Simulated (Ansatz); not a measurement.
Consider Ag.

```yaml
crystal:
  lattice:
    - [2.91058, 0.00000, 0.00000]
    - [-1.45529, 2.52064, 0.00000]
    - [0.00000, 0.00000, 7.41759]
  atoms:
    - { symbol: Ag, position: [0.50000, 0.00000, 0.00000] }
    - { symbol: Ag, position: [0.00000, 0.50000, 0.33333] }
    - { symbol: Ag, position: [0.50000, 0.50000, 0.66667] }
```

Space group P6₄22; a structure generated by program, which may or may not match a known phase; computed pressure about −7 GPa in this cell; computed without spin polarisation.

The calculation used DFT PBEsol, scalar-relativistic, plane waves, PAW (Ansatz).

What will maps of the valence pseudo-density and electron localisation function show?

Answer. Ag–Ag (2.91 Å): ρ is about 0.21 e/Å³ halfway; the ELF is about 0.15 at the midpoint: no shared electron pair shows on this line.

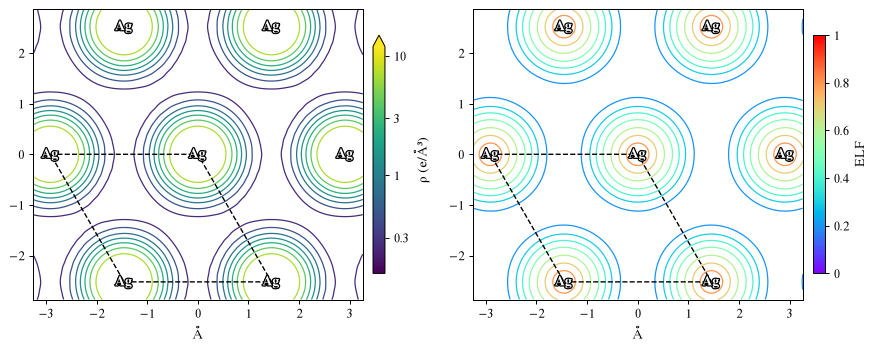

Computed valence pseudo-density and electron localisation function on the (001) plane of the conventional cell, in this order. 

The density is the valence pseudo-density of a PAW calculation; it isn't the true density close to the nuclei.
